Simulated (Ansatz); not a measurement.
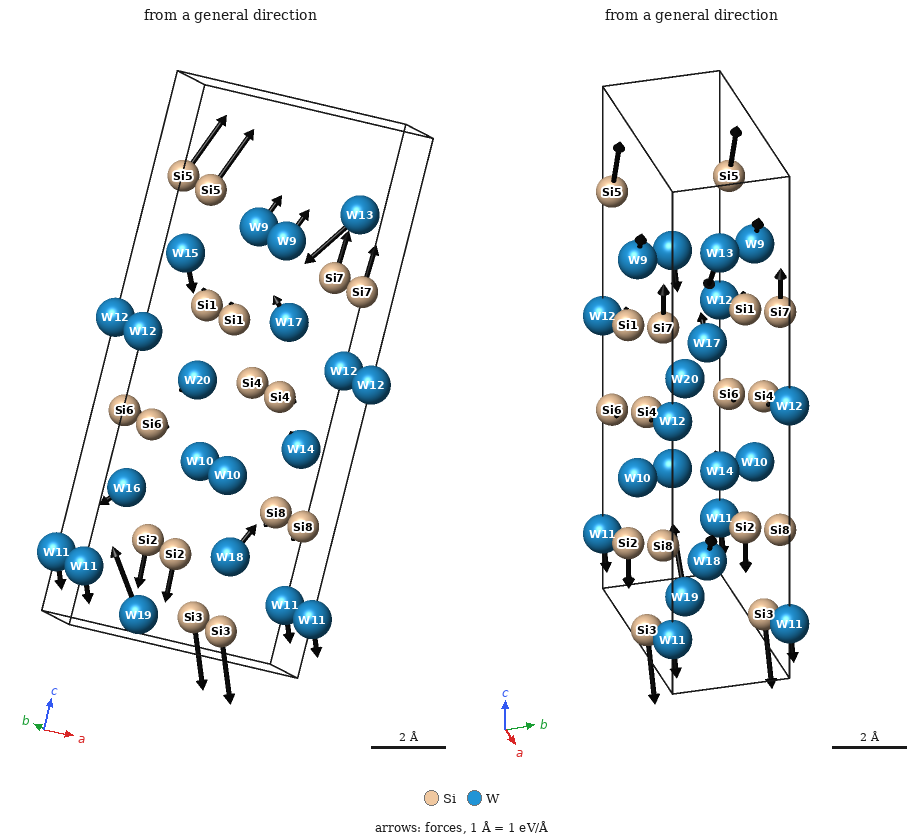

Structure drawing (spheres-only), viewed from two general directions. The simulation cell is outlined; an atom on or near a face, edge or corner is repeated at each equivalent position. The arrows are the computed forces on the atoms.

System: Si$_{2}$W$_{3}$. Level of theory and settings: DFT PBE, scalar-relativistic, plane waves, PAW (Ansatz 0.2.0), 420 eV cutoff, a 6×12×3 grid in reciprocal space, Gaussian smearing of 0.15 eV, no spin polarisation.

> Are the atoms in equilibrium?

No. The atoms still feel forces of up to about 1.6 eV/Å, far above a usual threshold of 0.01 to 0.03 eV/Å.

The model was built from a structure listed in the Materials Project. The cell was then strained or its atoms displaced on purpose. Ansatz was used for an electronic-structure calculation on it.
